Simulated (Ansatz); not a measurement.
**KF: a changed input and its effect**

System: KF (R-3m, 2 atoms in the cell).
Method of run A: DFT, r2SCAN, plane waves, PAW, no spin polarisation (Ansatz 0.2.0).

The structure was built on a prototype by a generator. The geometry comes from this level: r2SCAN (a point of a series of strains). Text and figures count atoms from 1; the logs count them from 0 in places.

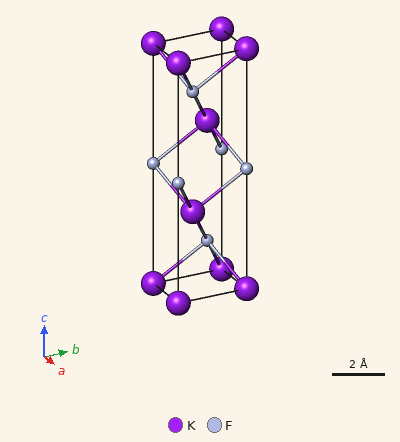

**Figure 1.** The structure as given in the input (ball-and-stick view of the cell 3 times as large as that of the calculation, set on its symmetry axes, seen slightly off an axis). Near neighbours in the crystal (not all of them lie inside the picture): K has 6 F at 2.69 Å; F has 6 K at 2.69 Å.

### Input file, run A
```yaml
crystal:
  lattice:
    - [0.0678921268, 2.726852706, 2.726852706]
    - [2.726852706, 0.0678921268, 2.726852706]
    - [2.726852706, 2.726852706, 0.0678921268]
  atoms:
    - { symbol: K, position: [0.0, 0.0, 0.0] }
    - { symbol: F, position: [0.5, 0.5, 0.5] }
kpoints:
  mp_grid: { grid: [8, 8, 8] }
  band_path:
    path:
      - [0.0, 0.0, 0.0]
      - [0.5, 0.0, 0.5]
      - [0.625, 0.25, 0.625]
      - [0.375, 0.375, 0.75]
      - [0.5, 0.5, 0.5]
      - [0.5, 0.25, 0.75]
    npoints: 1
hamiltonian:
  xc: r2scan
scf:
  occupations: { method: fixed }
  n_extra_bands: 4
output:
  forces: true
  stress: true
  eigenvalues: true
```

Hardware: 4 threads of an Arm (aarch64) CPU, shared host.

### Output, shortened to warnings, some set-up lines, iterations and results (run A)
```
Basis set: ecut = 500 eV, 965 PW (Γ), exchange–correlation on 120×120×120 points (64 copies of the dense FFT grid, shifted against one another)
Symmetry: 12 space group operations
k-points: 65 of 512
Initial density: superposition of atomic densities (neutral atoms: chi_scale 0, normalization atom), corrected by the library's trained network
[...]
SCF iter   1: F=—  HF=-2355.143378 eV  |F-HF|=—  |Δ(HF+E_count)|=         —  Δρ=7.36e-3  dr2=1.98e-2  dr2_τ=2.65e-2  ethr=1.77e-3  ⟨swp⟩=4.2  Hψ=4238  notcnv=0  defer=106
SCF iter   2: F=—  HF=-2355.183911 eV  |F-HF|=—  |Δ(HF+E_count)|=   4.05e-2  Δρ=5.29e-3  dr2=3.99e-3  dr2_τ=8.94e-4  ethr=1.23e-4  ⟨swp⟩=3.0  Hψ=2004  notcnv=0  defer=124
SCF iter   3: F=—  HF=-2355.182979 eV  |F-HF|=—  |Δ(HF+E_count)|=   9.32e-4  Δρ=1.49e-3  dr2=3.26e-4  dr2_τ=5.99e-5  ethr=2.50e-5  ⟨swp⟩=2.0  Hψ=1365  notcnv=0  defer=129
SCF iter   4: F=—  HF=-2355.182945 eV  |F-HF|=—  |Δ(HF+E_count)|=   3.45e-5  Δρ=2.18e-4  dr2=4.37e-6  dr2_τ=1.81e-6  ethr=2.04e-6  ⟨swp⟩=3.0  Hψ=1250  notcnv=0  defer=130
SCF iter   5: F=—  HF=-2355.182948 eV  |F-HF|=—  |Δ(HF+E_count)|=   2.95e-6  Δρ=3.54e-5  dr2=2.23e-7  dr2_τ=6.11e-8  ethr=2.73e-8  ⟨swp⟩=2.0  Hψ=1283  notcnv=0  defer=2
SCF iter   6: F=-2355.182948 eV  HF=-2355.182948 eV  |F-HF|=6.09e-9  |Δ(HF+E_count)|=   1.88e-7  Δρ=5.27e-6  dr2=4.99e-9  dr2_τ=1.26e-9  ethr=6.25e-10  ⟨swp⟩=5.9  Hψ=4440  …
SCF 1 converged in 6 iterations: F = -2355.182948 eV  dr2 = 4.99e-9
NSCF: frozen V_eff on 6 k-points
SCF converged after 6 iterations
Free energy (F): -2355.182948 eV
Harris-Foulkes:  -2355.182948 eV  (|F-HF|=6.09e-9)
Internal energy: -2355.182948 eV  (E = F + TS)
E sigma→0 (E₀):  -2355.182948 eV
Fermi energy:    0.778502 eV
--- Per-component energies (eV) ---
  E_band       = -141.824467
  E_kinetic    = 463.272380
  E_local      = -1123.971089  (includes V_loc(G=0)·N_el)
  E_nonlocal   = 85.191512
  E_hartree    = 406.196808
  E_xc         = -214.443559
  E_vxc        = -304.610629  (∫ρ·V_xc dr)
  E_paw        = -990.612557  (= ΣΔE_a)
  E_vpaw       = -94.152126  (= ΣTr[D̂ρ^β])
  E_aug_tail   = 0.001032  (compensation charges beyond the density's cutoff)
  E_vtau       = 20.052379  (kinetic-family band-sum trace: ∫τ·v_τ [+ j·A + Jᵃ·Aᵃ] dr)
  E_ewald      = -980.589898
  E_core_change = -0.227577  (= ΣΔE_core)
  E_smearing   = -0.000000  (= −TS)
  E_closure    = -0.000000  (closes the sum)
  Σ components = -2355.182948   (vs F -2355.182948, Δ=0.00e0)
--- Forces (eV/Å), atoms counted from 1 ---
  atom   1  K     -0.00000000    -0.00000000     0.00000000
  atom   2  F      0.00000000     0.00000000    -0.00000000
  max |Σ_I F_I| component: 1.64e-29 eV/Å
--- Stress (GPa, compression-positive) ---
       -1.230344      -0.352122      -0.352122
       -0.352122      -1.230344      -0.352122
       -0.352122      -0.352122      -1.230344
  P = ⅓ Tr σ = -1.2303 GPa (-12.303 kbar)
```

For run B the input was changed thus:
```diff
-  xc: r2scan
+  xc: pbe
-  occupations: { method: fixed }
+  occupations: { method: fermi_dirac, width: 0.02 }
```

How does run B compare with run A?

The total energies belong to different methods, so their difference says nothing on which is more stable or more accurate. The gap on the mesh goes from 6.69 to 6.04 eV. The pressure goes from −1.23 to 0.58 GPa. The functional changes from r2SCAN to PBE. The SCF takes 7 iterations against 6. The default cutoff goes from 500 to 420 eV with the change. The plane waves at Γ go from 965 to 749.

### Output, shortened to warnings, some set-up lines, iterations and results (run B)
```
Basis set: ecut = 420 eV, 749 PW (Γ), exchange–correlation on 54×54×54 points (8 copies of the dense FFT grid, shifted against one another)
Symmetry: 12 space group operations
k-points: 65 of 512
Initial density: superposition of atomic densities (neutral atoms: chi_scale 0, normalization atom), corrected by the library's trained network
[...]
SCF iter   1: F=—  HF=-2348.798339 eV  |F-HF|=—  |Δ(HF+E_count)|=         —  Δρ=7.07e-4  dr2=1.02e-4  ethr=1.77e-3  ⟨swp⟩=6.2  Hψ=5190  notcnv=0
SCF iter   2: F=—  HF=-2348.798298 eV  |F-HF|=—  |Δ(HF+E_count)|=   4.07e-5  Δρ=1.12e-3  dr2=3.68e-4  ethr=6.35e-7  ⟨swp⟩=2.1  Hψ=1976  notcnv=0
SCF iter   3: F=—  HF=-2348.798232 eV  |F-HF|=—  |Δ(HF+E_count)|=   6.60e-5  Δρ=4.48e-4  dr2=6.63e-5  ethr=6.35e-7  ⟨swp⟩=2.0  Hψ=1219  notcnv=0
SCF iter   4: F=—  HF=-2348.798238 eV  |F-HF|=—  |Δ(HF+E_count)|=   5.60e-6  Δρ=1.74e-4  dr2=7.84e-6  ethr=4.14e-7  ⟨swp⟩=2.0  Hψ=1361  notcnv=0
SCF iter   5: F=—  HF=-2348.798240 eV  |F-HF|=—  |Δ(HF+E_count)|=   2.56e-6  Δρ=1.31e-4  dr2=5.04e-6  ethr=4.90e-8  ⟨swp⟩=1.0  Hψ=780  notcnv=0
SCF iter   6: F=—  HF=-2348.798239 eV  |F-HF|=—  |Δ(HF+E_count)|=   8.79e-7  Δρ=6.72e-5  dr2=1.37e-6  ethr=3.15e-8  ⟨swp⟩=1.0  Hψ=780  notcnv=0
SCF iter   7: F=-2348.798239 eV  HF=-2348.798239 eV  |F-HF|=2.63e-8  |Δ(HF+E_count)|=   3.38e-7  Δρ=9.95e-6  dr2=3.10e-8  ethr=6.25e-10  ⟨swp⟩=3.0  Hψ=2926  notcnv=0
SCF 1 converged in 7 iterations: F = -2348.798239 eV  dr2 = 3.10e-8
NSCF: frozen V_eff on 6 k-points
SCF converged after 7 iterations
Free energy (F): -2348.798239 eV
Harris-Foulkes:  -2348.798239 eV  (|F-HF|=2.63e-8)
Internal energy: -2348.798239 eV  (E = F + TS)
E sigma→0 (E₀):  -2348.798239 eV
Fermi energy:    4.364847 eV
--- Per-component energies (eV) ---
  E_band       = -128.178671
  E_kinetic    = 462.013364
  E_local      = -1122.731201  (includes V_loc(G=0)·N_el)
  E_nonlocal   = 85.916542
  E_hartree    = 405.120229
  E_xc         = -216.376905
  E_vxc        = -268.959555  (∫ρ·V_xc dr)
  E_paw        = -982.152430  (= ΣΔE_a)
  E_vpaw       = -94.655520  (= ΣTr[D̂ρ^β])
  E_aug_tail   = 0.002060  (compensation charges beyond the density's cutoff)
  E_ewald      = -980.589898
  E_smearing   = -0.000000  (= −TS)
  E_closure    = 0.000000  (closes the sum)
  Σ components = -2348.798239   (vs F -2348.798239, Δ=0.00e0)
--- Forces (eV/Å), atoms counted from 1 ---
  atom   1  K      0.00000000    -0.00000000    -0.00000000
  atom   2  F      0.00000000     0.00000000     0.00000000
  max |Σ_I F_I| component: 1.60e-29 eV/Å
--- Stress (GPa, compression-positive) ---
        0.582195      -0.364331      -0.364331
       -0.364331       0.582195      -0.364331
       -0.364331      -0.364331       0.582195
  P = ⅓ Tr σ = 0.5822 GPa (5.822 kbar)
```

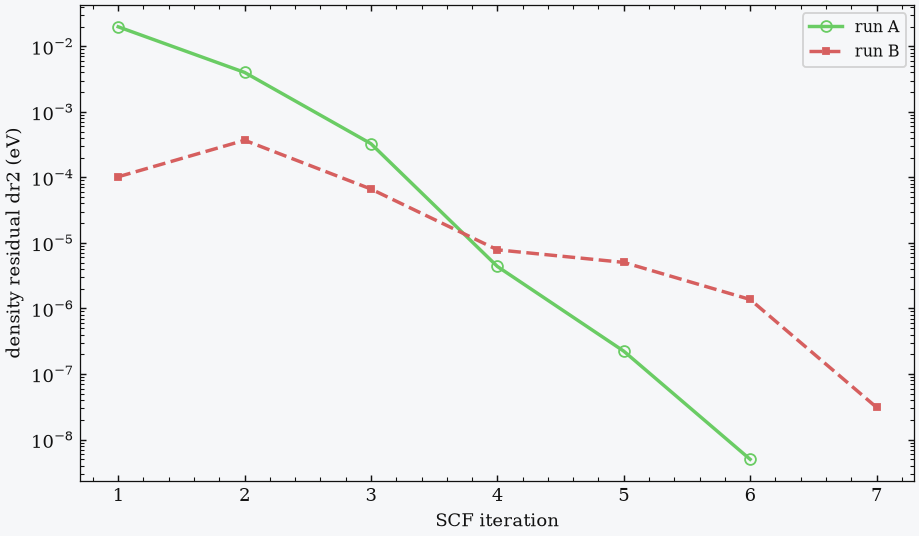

**Figure 2.** Convergence of the two runs: density residual dr2 against the SCF iteration. Run A takes 6 iterations in all, and run B takes 7.

### The two runs side by side

| quantity | run A | run B |
| --- | --- | --- |
| outcome | converged | converged |
| free energy per atom (eV) | −1177.5915 | −1174.3991 |
| gap on the mesh (eV) | 6.69 | 6.04 |
| pressure (GPa) | −1.23 | 0.58 |
| largest force (eV/Å) | 0.000 | 0.000 |
| SCF iterations | 6 | 7 |
| irreducible k-points | 65 | 65 |
| plane waves at Γ | 965 | 749 |
| wall time (shared host) | 1.3 s | 0.63 s |
